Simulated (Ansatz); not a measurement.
# Geometry relaxation of Ti₃Al (part 1 of 2)

Ti₃Al (P6₃/mmc, 8 atoms in the cell), computed with DFT PBEsol, scalar-relativistic, plane waves, PAW, no spin polarisation (Ansatz 0.2.0).

The structure derives from an entry of the Crystallography Open Database. Figures and captions count atoms from 1; the log counts them from 0 in places.

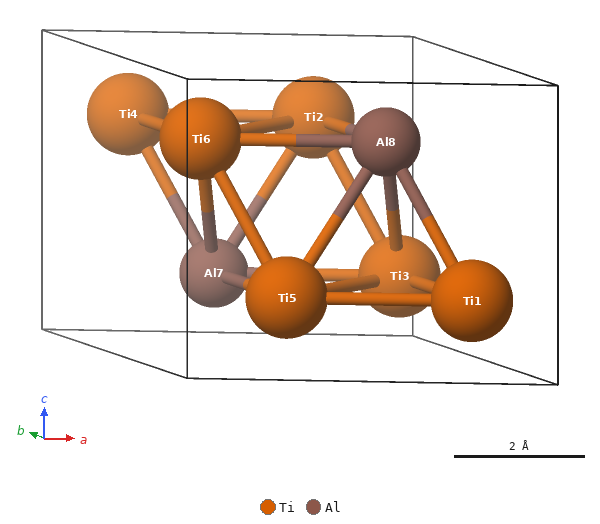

The structure as given in the input (ball-and-stick view of the cell of the calculation, seen slightly off an axis; atoms are numbered from 1 in the order of the input). An atom can appear more than once, as a periodic image. Near neighbours in the periodic cell (some may lie outside the picture): Ti has 4 Al at 2.86 to 2.88 Å and 8 Ti at 2.86 to 2.88 Å; Al has 12 Ti at 2.86 to 2.88 Å.

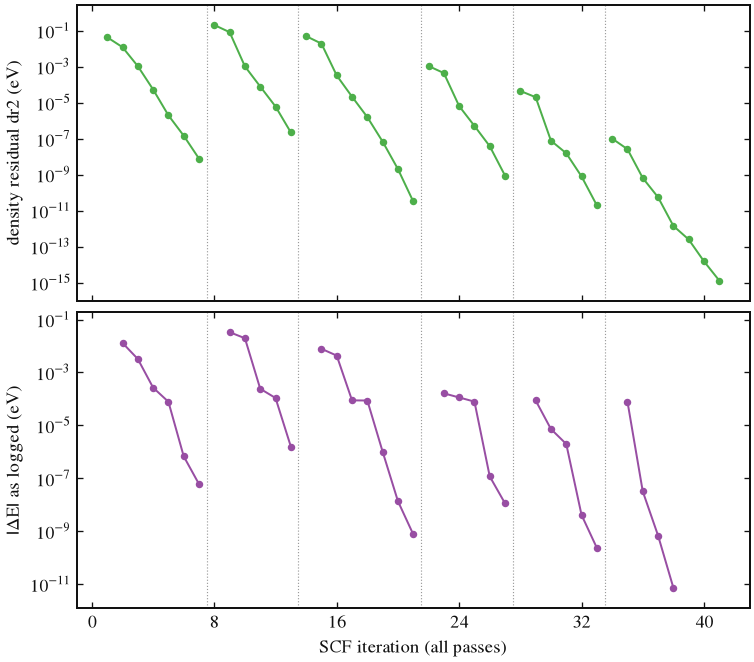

Convergence of the self-consistent field: density residual dr2 and size of the energy change against the SCF iteration. The dotted lines part the SCF passes of the relaxation: geometry steps, rejected trials and re-solves on a re-selected basis. The 6 passes take 6 to 8 iterations each, 41 in all.

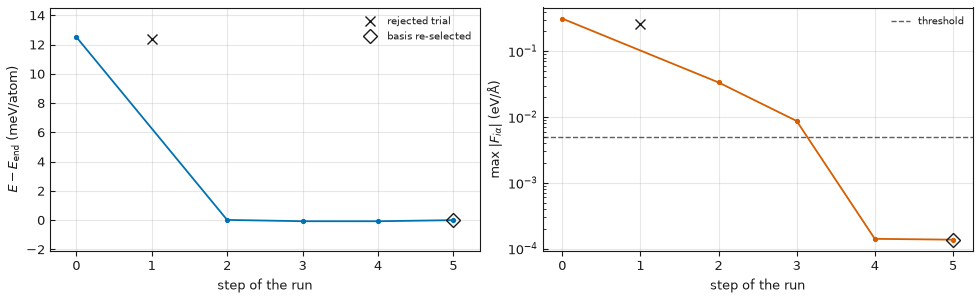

Progress of the relaxation, step by step (the first geometry is step 0 here and step 1 in the log).

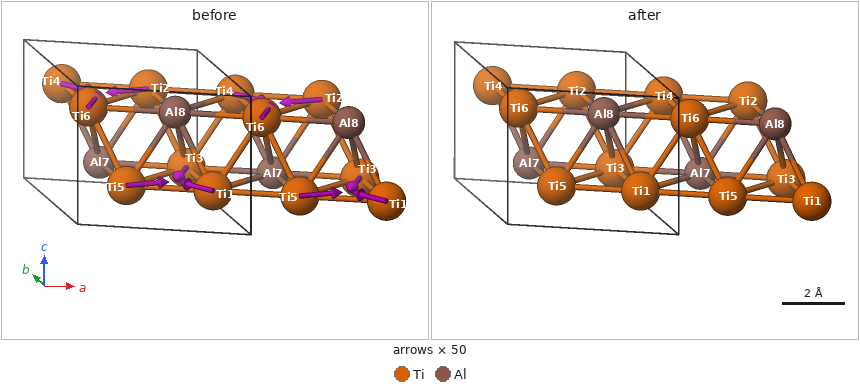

Before (left) and after (right) the relaxation, at one scale (ball-and-stick view of the cell of the calculation, repeated 2 × 1 × 1, seen slightly off an axis). The pink arrows give the displacements (without the part carried along by the change of the cell), magnified 50 times. The largest moves relative to the cell, 0.029 Å, are those of Ti1, Ti2, Ti3, Ti4, Ti5 and Ti6. Al stays in place. Cell: a = b 5.764 → 5.688 Å (−1.3 %), c 4.664 → 4.608 Å (−1.2 %). Volume −3.8 %. Among the contacts that change: Ti1–Ti3 2.881 → 2.792 Å, Ti1–Al8 2.865 → 2.812 Å, Ti1–Al7 2.882 → 2.844 Å, Ti1–Ti2 2.865 → 2.846 Å. The space group stays P6_3/mmc (No. 194). After 4 geometry steps the energy has fallen by 12.6 meV per atom. The largest force component goes from 0.31 to 0.00014 eV/Å. The pressure goes from −4.28 to 0.00 GPa. The line search rejected the trial step at point 1 (counted from 0) and went back. A last SCF at the same geometry on a re-selected plane-wave basis shifts the energy by +0.1 meV per atom. (Atoms are counted from 1 in the order of the input.)

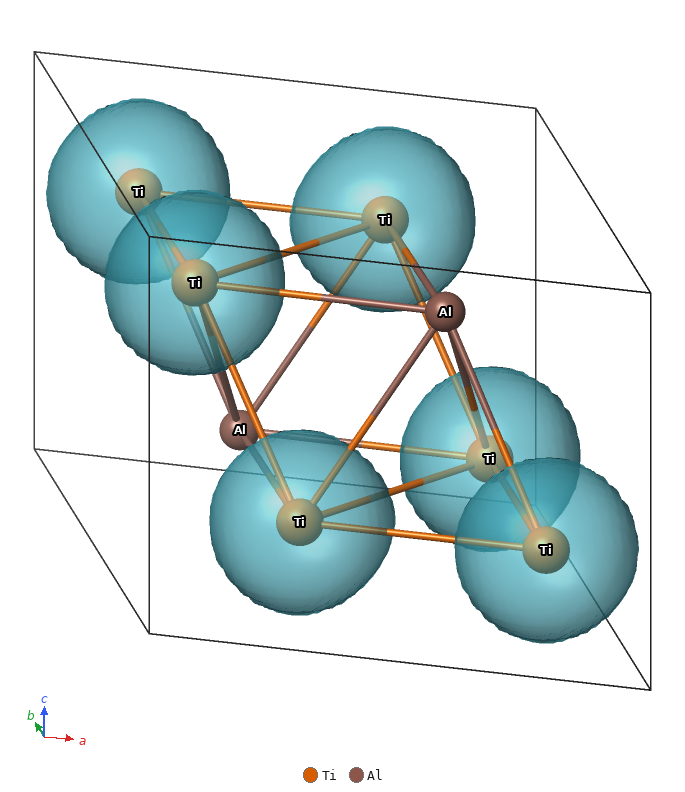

Isosurface of the valence pseudo-density at 0.4 e/Å³ (cyan), seen at an oblique angle. Sticks mark near contacts. The outline is the cell set on symmetry axes. At this value the density breaks into separate islands; it holds about 70 % of the electrons treated as valence (semicore included). It is pinched off along the Ti–Ti (2.79 Å), Ti–Al (2.81 Å), Ti–Ti (2.85 Å) and Ti–Ti (2.90 Å) contacts. On the grid the lowest density along these lines, outside the cores, is 0.23 e/Å³ (Ti–Ti, 2.79 Å), 0.21 e/Å³ (Ti–Al, 2.81 Å), 0.2 e/Å³ (Ti–Ti, 2.85 Å) and 0.2 e/Å³ (Ti–Ti, 2.90 Å). In a PAW calculation such maps are meaningful between the atoms, not at the nuclei.

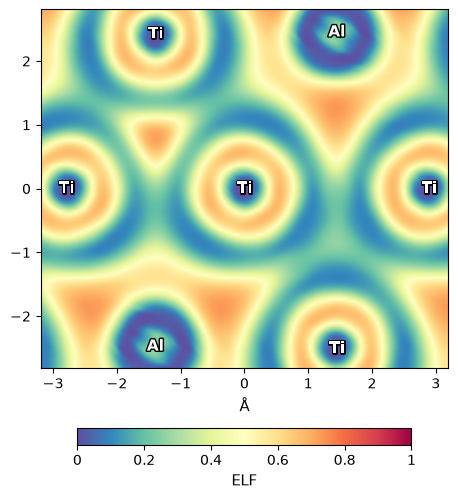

Electron localisation function on the (001) plane of the conventional cell. Atoms in the plane: Ti and Al. Ti–Ti (2.79 Å): the ELF is about 0.25 at the midpoint; no localised pair between them. Ti–Ti (2.90 Å): the ELF is about 0.25 at the midpoint; no localised pair between them. The strong features right at Ti lie inside the PAW spheres (semicore, d or f shells) and say nothing about bonding.

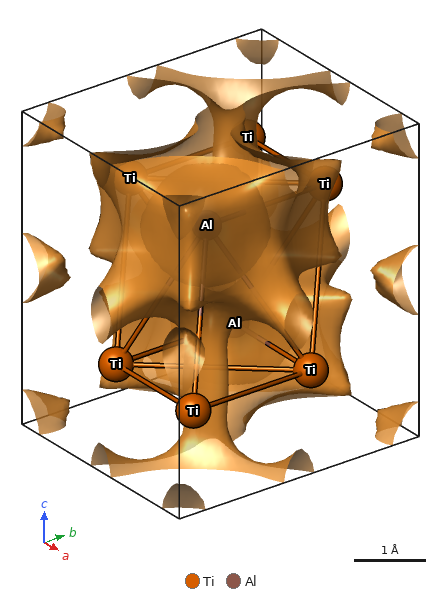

Isosurface of the electron localisation function at 0.55 (orange), seen slightly off an axis. Core shells and regions of very low density are left out. Sticks mark near contacts. The outline is the cell set on symmetry axes. Values along the shortest contacts: Ti–Ti (2.79 Å): the ELF is about 0.25 at the midpoint; no shared electron pair. Ti–Al (2.81 Å): the ELF is about 0.35 at the midpoint, which marks metallic bonding.

The input and output of the run follow.

Input file:
```yaml
crystal:
  lattice:
    - [5.7639998149, 0.0, 0.0]
    - [-2.8819999075, 4.9917702671, 0.0]
    - [0.0, 0.0, 4.664]
  atoms:
    - { symbol: Ti, position: [0.8333, 0.1667, 0.25] }
    - { symbol: Ti, position: [0.6666, 0.8333, 0.75] }
    - { symbol: Ti, position: [0.8333, 0.6666, 0.25] }
    - { symbol: Ti, position: [0.1667, 0.8333, 0.75] }
    - { symbol: Ti, position: [0.3334, 0.1667, 0.25] }
    - { symbol: Ti, position: [0.1667, 0.3334, 0.75] }
    - { symbol: Al, position: [0.3333333333, 0.6666666667, 0.25] }
    - { symbol: Al, position: [0.6666666667, 0.3333333333, 0.75] }
basis:
  ecutwfc: 420
kpoints:
  mp_grid: { grid: [6, 6, 8] }
hamiltonian:
  xc: pbesol
scf:
  occupations: { method: gaussian, width: 0.1 }
output:
  forces: true
  stress: true
  eigenvalues: true
  write_density: true
  write_potential: true
  elf: true
  volumetric_format: npy
relax:
  adjacent_minimum: "off"
  f_tol: 0.005
  max_steps: 80
  cell: { stress_tol: 0.05 }
```

Command:
```bash
ansatz run input.yaml --threads 2 --pin off --max-ram 5120MiB --backend cpu --events-out ev --progress --plain --runs-dir out
```

Log:
```
Engine: ansatz 0.2.0, x86_64-unknown-linux-gnu
Pseudopotentials: kind: paw
Pseudopotential: Ti, paw, valence charge 12, recommended cutoff 420 eV (normal), Ti.paw.azcp
Pseudopotential: Al, paw, valence charge 3, recommended cutoff 420 eV (normal), Al.paw.azcp
Functional definition: PBEsol
  exchange = pbesol_x
  correlation = pbesol_c
Crystal: 8 atoms, lattice volume = 134.195 Å³
Basis set: ecut = 420 eV, 2667 PW (Γ), exchange–correlation on 80×80×64 points (8 copies of the dense FFT grid, shifted against one another)
Bands: 47, of which v1, the nominal top of the filled ones, is band 39 counted from 1 (38 counted from 0)
Symmetry: 24 space group operations
Space group: P63/mmc (ITA 194), of the structure as read, at distance tolerance 5.1e-5 Å
k-points: 35 of 288
Non-local potential: Ti, projectors of the file, l = 0: 3, l = 1: 2, l = 2: 3, l = 3: 1
Non-local potential: Al, projectors of the file, l = 0: 2, l = 1: 2, l = 2: 1
PAW form: soft (Blöchl's): semilocal exchange-correlation on the pseudo side does not see the compensation charge
PAW frozen core: Ti, regenerated for the run's functional, and the local potential with it (the file was generated under x = pbe(κ = 0.804, μ = 0.2195149727645171), c = pbe(β = 0.06672455060314922))
PAW frozen core: Al, regenerated for the run's functional, and the local potential with it (the file was generated under x = pbe(κ = 0.804, μ = 0.2195149727645171), c = pbe(β = 0.06672455060314922))
PAW one-centre angular grid: Ti, 590 points (default); XC on 64 Gauss nodes
PAW one-centre angular grid: Al, 110 points (default); XC on 64 Gauss nodes
Initial density: superposition of atomic densities (neutral atoms: chi_scale 0, normalization atom), corrected by the library's trained network
Initial wavefunctions: pseudopotential atomic-orbital guess
Functional: x = pbesol(κ = 0.804, μ = 0.12345679012345678), c = pbesol(β = 0.046)
SCF iter   1: F=—  HF=-15894.690022 eV  |F-HF|=—  |Δ(HF+E_count)|=         —  Δρ=6.76e-3  dr2=4.28e-2  ethr=1.77e-3  ⟨swp⟩=6.6  Hψ=6667  notcnv=0
preconditioner: auto → Kerker (q_TF=auto, 2.492 Å⁻¹)  [metal: Δε(μ)=0.044 eV  Ē_g=2.961 eV  σ=0.100 eV  W_gap=0.24  n_scr=26 (ndim 8)  ℏωp=17.6 eV  f_vac=0.000  D(μ)=4.85/eV (n_scr^D=32)]
SCF iter   2: F=—  HF=-15894.677027 eV  |F-HF|=—  |Δ(HF+E_count)|=   1.30e-2  Δρ=3.28e-3  dr2=1.20e-2  ethr=5.48e-5  ⟨swp⟩=2.6  Hψ=3006  notcnv=0  defer=58
SCF iter   3: F=—  HF=-15894.673805 eV  |F-HF|=—  |Δ(HF+E_count)|=   3.22e-3  Δρ=7.14e-4  dr2=1.06e-3  ethr=1.54e-5  ⟨swp⟩=2.1  Hψ=2082  notcnv=0  defer=58
SCF iter   4: F=—  HF=-15894.673540 eV  |F-HF|=—  |Δ(HF+E_count)|=   2.66e-4  Δρ=1.78e-4  dr2=5.35e-5  ethr=1.36e-6  ⟨swp⟩=2.0  Hψ=2096  notcnv=0  defer=58
SCF iter   5: F=—  HF=-15894.673462 eV  |F-HF|=—  |Δ(HF+E_count)|=   7.77e-5  Δρ=3.78e-5  dr2=1.96e-6  ethr=6.86e-8  ⟨swp⟩=2.9  Hψ=2970  notcnv=0  defer=58
SCF iter   6: F=—  HF=-15894.673461 eV  |F-HF|=—  |Δ(HF+E_count)|=   6.73e-7  Δρ=1.07e-5  dr2=1.45e-7  ethr=2.52e-9  ⟨swp⟩=2.0  Hψ=2118  notcnv=0  defer=58
SCF iter   7: F=-15894.673461 eV  HF=-15894.673461 eV  |F-HF|=6.30e-9  |Δ(HF+E_count)|=   5.99e-8  Δρ=2.58e-6  dr2=7.68e-9  ethr=1.28e-10  ⟨swp⟩=14.1  Hψ=9216  notcnv=0
SCF 1 converged in 7 iterations: F = -15894.673461 eV  dr2 = 7.68e-9
  greatest PAW one-centre occupation: 0.999 electrons in one spin orbital (limit 2), on the Ti atom at site 4 (counted from 0), in its partial waves of l = 0
relax step   1: F+E_penalty+E_count = -15894.67346141 eV  Δ(F+E_penalty+E_count) = +0.000e0 eV  max|allowed force component| = 3.136e-1 eV/Å  Δτ_max = 0.0000 Å  P = -4.281 GPa  Ω = 134.195 Å³  (7 SCF iters, dr2 threshold 1.00e-7 eV, accepted)
Crystal: 8 atoms, lattice volume = 123.887 Å³
Basis set: ecut = 420 eV, 2415 PW (Γ), exchange–correlation on 80×80×64 points (8 copies of the dense FFT grid, shifted against one another)
Initial density: handed on by an earlier stage of this run
Initial wavefunctions: those handed on with the density
iter 1 solved again at ethr=2.58e-4 eV; its pass at ethr=3.10e-3 eV (dr2=2.01e-1 eV) is discarded
SCF iter   1: F=—  HF=-15894.727966 eV  |F-HF|=—  |Δ(HF+E_count)|=         —  Δρ=8.31e-3  dr2=2.05e-1  ethr=2.58e-4  ⟨swp⟩=1.0  Hψ=7874  notcnv=0
preconditioner: auto → Kerker (q_TF=auto, 2.526 Å⁻¹)  [metal: Δε(μ)=0.049 eV  Ē_g=3.158 eV  σ=0.100 eV  W_gap=0.26  n_scr=26 (ndim 8)  ℏωp=18.3 eV  f_vac=0.000  D(μ)=4.08/eV (n_scr^D=26)]
SCF iter   2: F=—  HF=-15894.694775 eV  |F-HF|=—  |Δ(HF+E_count)|=   3.32e-2  Δρ=4.74e-3  dr2=8.19e-2  ethr=2.58e-4  ⟨swp⟩=1.2  Hψ=1659  notcnv=0
SCF iter   3: F=—  HF=-15894.675163 eV  |F-HF|=—  |Δ(HF+E_count)|=   1.96e-2  Δρ=6.27e-4  dr2=1.03e-3  ethr=1.05e-4  ⟨swp⟩=2.0  Hψ=2289  notcnv=0
SCF iter   4: F=—  HF=-15894.674922 eV  |F-HF|=—  |Δ(HF+E_count)|=   2.41e-4  Δρ=2.27e-4  dr2=7.82e-5  ethr=1.31e-6  ⟨swp⟩=2.0  Hψ=2139  notcnv=0
SCF iter   5: F=—  HF=-15894.674813 eV  |F-HF|=—  |Δ(HF+E_count)|=   1.08e-4  Δρ=5.80e-5  dr2=6.07e-6  ethr=1.00e-7  ⟨swp⟩=2.0  Hψ=2098  notcnv=0
SCF iter   6: F=-15894.674812 eV  HF=-15894.674812 eV  |F-HF|=1.59e-7  |Δ(HF+E_count)|=   1.58e-6  Δρ=1.25e-5  dr2=2.21e-7  ethr=1.03e-9  ⟨swp⟩=11.1  Hψ=11170  notcnv=0
SCF 2 converged in 6 iterations: F = -15894.674812 eV  dr2 = 2.21e-7
  Residual-converged pass: ⟨swp⟩=1.1  Hψ=1787  notcnv=0  max |occ|·‖R‖ = 6.8e-9 eV (tolerance 1.0e-8 eV)  dr2=2.21e-7  dr2_onsite=5.57e-8  max |Δocc| = 2.2e-10
  greatest PAW one-centre occupation: 0.999 electrons in one spin orbital (limit 2), on the Ti atom at site 5 (counted from 0), in its partial waves of l = 0
relax step   2: F+E_penalty+E_count = -15894.67481176 eV  Δ(F+E_penalty+E_count) = -1.350e-3 eV  max|allowed force component| = 2.626e-1 eV/Å  Δτ_max = 0.0488 Å  P = +5.468 GPa  Ω = 123.887 Å³  energy of the carried Pulay correction = +1.480e-3 eV  (6 SCF iters, dr2 threshold 8.00e-7 eV, rejected (line search))
Crystal: 8 atoms, lattice volume = 129.464 Å³
Basis set: ecut = 420 eV, 2559 PW (Γ), exchange–correlation on 80×80×64 points (8 copies of the dense FFT grid, shifted against one another)
iter 1 solved again at ethr=6.32e-5 eV; its pass at ethr=3.10e-3 eV (dr2=4.93e-2 eV) is discarded
SCF iter   1: F=—  HF=-15894.785838 eV  |F-HF|=—  |Δ(HF+E_count)|=         —  Δρ=3.93e-3  dr2=4.94e-2  ethr=6.32e-5  ⟨swp⟩=1.1  Hψ=8389  notcnv=0
preconditioner: auto → Kerker (q_TF=auto, 2.507 Å⁻¹)  [metal: Δε(μ)=0.057 eV  Ē_g=3.002 eV  σ=0.100 eV  W_gap=0.31  n_scr=26 (ndim 8)  ℏωp=17.9 eV  f_vac=0.000  D(μ)=4.56/eV (n_scr^D=26)]
SCF iter   2: F=—  HF=-15894.778026 eV  |F-HF|=—  |Δ(HF+E_count)|=   7.81e-3  Δρ=2.22e-3  dr2=1.90e-2  ethr=6.32e-5  ⟨swp⟩=1.2  Hψ=1668  notcnv=0
SCF iter   3: F=—  HF=-15894.773702 eV  |F-HF|=—  |Δ(HF+E_count)|=   4.32e-3  Δρ=3.33e-4  dr2=3.21e-4  ethr=2.43e-5  ⟨swp⟩=2.0  Hψ=2117  notcnv=0
SCF iter   4: F=—  HF=-15894.773614 eV  |F-HF|=—  |Δ(HF+E_count)|=   8.78e-5  Δρ=1.15e-4  dr2=2.13e-5  ethr=4.11e-7  ⟨swp⟩=2.0  Hψ=2163  notcnv=0
SCF iter   5: F=—  HF=-15894.773527 eV  |F-HF|=—  |Δ(HF+E_count)|=   8.68e-5  Δρ=3.09e-5  dr2=1.56e-6  ethr=2.73e-8  ⟨swp⟩=2.0  Hψ=2122  notcnv=0
SCF iter   6: F=—  HF=-15894.773526 eV  |F-HF|=—  |Δ(HF+E_count)|=   1.01e-6  Δρ=7.10e-6  dr2=6.80e-8  ethr=1.99e-9  ⟨swp⟩=2.0  Hψ=2133  notcnv=0
SCF iter   7: F=—  HF=-15894.773526 eV  |F-HF|=—  |Δ(HF+E_count)|=   1.36e-8  Δρ=1.50e-6  dr2=2.03e-9  ethr=8.72e-11  ⟨swp⟩=2.5  Hψ=2674  notcnv=0
SCF iter   8: F=-15894.773526 eV  HF=-15894.773526 eV  |F-HF|=1.64e-11  |Δ(HF+E_count)|=  7.59e-10  Δρ=2.51e-7  dr2=3.21e-11  ethr=1.00e-12  ⟨swp⟩=4.5  Hψ=8621  notcnv=0
SCF 3 converged in 8 iterations: F = -15894.773526 eV  dr2 = 3.21e-11
relax step   3: F+E_penalty+E_count = -15894.77352591 eV  Δ(F+E_penalty+E_count) = -1.001e-1 eV  max|allowed force component| = 3.356e-2 eV/Å  Δτ_max = 0.0271 Å  P = -0.343 GPa  Ω = 129.464 Å³  energy of the carried Pulay correction = +6.650e-4 eV  (8 SCF iters, accepted)
Crystal: 8 atoms, lattice volume = 129.087 Å³
iter 1 solved again at ethr=1.34e-6 eV; its pass at ethr=3.10e-3 eV (dr2=1.05e-3 eV) is discarded
```
